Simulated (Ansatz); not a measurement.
System: Cu, space group Im-3m (No. 229) (one of a set of cubic test structures, which need not be the stable phase).

Calculation (Ansatz 0.2.0 development build): equation of state of a cubic crystal from periodic Kohn-Sham density functional theory without spin, third-order Birch-Murnaghan fit to the free energies; pressure corrected for the finite basis. Level: PBE.

| setting | value |
| --- | --- |
| structure type | bcc |
| atoms in cell | 1 |
| space group number | 229 |
| lattice centring | body-centred primitive |
| k mesh | 53×53×53 |
| occupation method | Fermi–Dirac |
| occupation width | 0.06123 eV |
| wave cutoff | 420 eV |
| datasets | soft-1 PAW |
| density tolerance | 1e−07 eV |
| bands | 14 |
| density cutoff ratio | 4 |
| search for lower states | default |

Describe the result: the energy above the lowest point and pressure against volume. The volume takes the values 11.28, 11.53, 11.77, 12.01, 12.25 Å³/atom.

A third-order Birch–Murnaghan fit gives V0 = 12.00 Å³/atom, B0 = 139 GPa and B′ = 5.0. The energy above the lowest point is 20.8 meV/atom at volume 11.28 Å³/atom and 2.1 meV/atom at 12.25 Å³/atom; the lowest computed point is at volume 12.01 Å³/atom (0.0 meV/atom). The pressure falls from 9.9 GPa at volume 11.28 Å³/atom to −2.7 GPa at 12.25 Å³/atom, and changes sign near 12.00 Å³/atom.

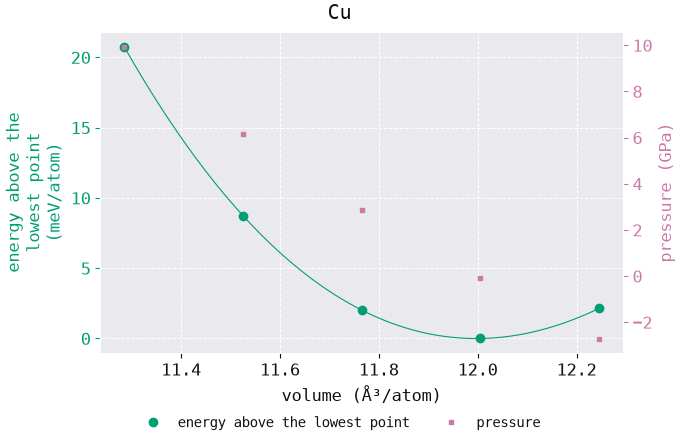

Limits of the calculation: cubic model structure, not the ambient form.
